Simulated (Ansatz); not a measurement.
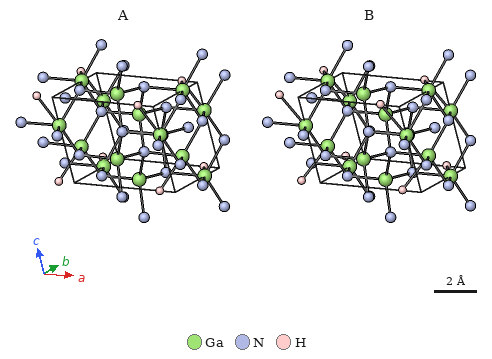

Two geometries of a defect cell of composition Ga₆HN₆, drawn at one scale. One is the start of a relaxation, the other its converged end. Style: ball-and-stick. Shown: the cell of the calculation, slightly off an axis.

All numbers below come from DFT PBE, scalar-relativistic, plane waves, PAW in Ansatz 0.2.0. (plane-wave cutoff 420 eV; k-point mesh 3 × 3 × 3; occupations gaussian; smearing width 0.02 eV; collinear spin; atoms relaxed in a fixed cell; force threshold 0.02 eV/Å; at most 60 steps)

Q: Which one is relaxed?

A: Structure A is the relaxed one. Case: H interstitial, charge +0, atoms relaxed. The atoms of the start lie slightly off their symmetric places, so part of the fall in energy undoes that. The largest move is that of the H atom, 0.17 Å roughly along [3 0 −1]. By element the largest moves are H 0.17 Å, N 0.04 Å, Ga 0.04 Å. The lattice vectors keep their values. Among the contacts that change: Ga–H 2.150 → 1.993 Å, Ga–H 2.079 → 1.993 Å, Ga–H 2.045 → 1.994 Å, Ga–N 1.975 → 1.956 Å. Bond angles that change, for instance: Ga–N–Ga 109.8° → 106.5°, N–Ga–N 109.8° → 112.3°. The energy falls by 64.2 meV per cell of the calculation in 3 geometry steps. Largest force component: 0.39 eV/Å at the start, 0.013 eV/Å at the end.

Limits of the set-up: the k-point mesh is coarse for a cell with partly filled bands; the periodic images lie only 5.2 Å apart, so the values are limited by the cell's size.
